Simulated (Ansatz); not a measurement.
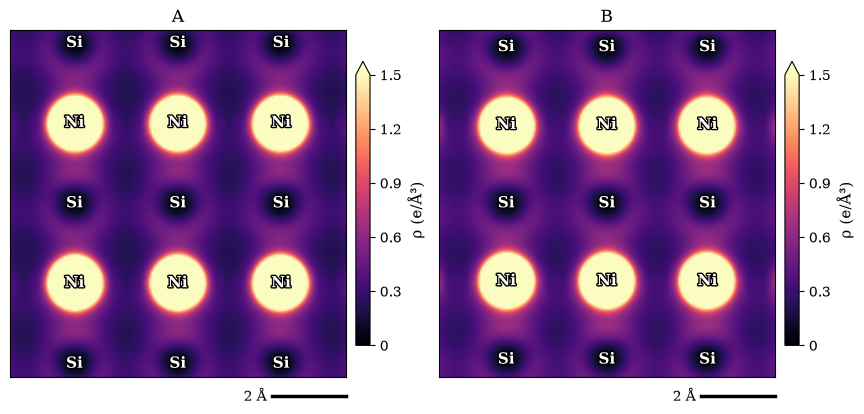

SiNi. The valence pseudo-density of two cells that differ in size, on the (010) plane of each (indices in the axes of the calculation cell), at one length scale and on one colour scale: A has 9.3 Å³ an atom and B 8.6.

Computed with Ansatz 0.2.0, DFT, PBE, PAW with Ansatz's default frozen-core files, scalar-relativistic.

The larger cell:

```yaml
crystal:
  lattice:
    - [2.80967, 0.00000, 0.00000]
    - [0.00000, 3.03885, 0.00000]
    - [0.00000, 0.00000, 4.36101]
  atoms:
    - { symbol: Si, position: [0.50000, 0.50000, 0.84230] }
    - { symbol: Si, position: [0.00000, 0.00000, 0.15770] }
    - { symbol: Ni, position: [0.50000, 0.50000, 0.34422] }
    - { symbol: Ni, position: [0.00000, 0.00000, 0.65578] }
```

The smaller cell: a = 2.738 Å, b = 2.961 Å, c = 4.249 Å, α = 90.00°, β = 90.00°, γ = 90.00°.

What changes from the larger cell to the smaller?

From the larger cell to the smaller, Si–Ni goes from 2.17 to 2.13 Å, and the density at its midpoint from 0.58 to 0.66 e/Å³; the pressure goes from 70 to 112 GPa.
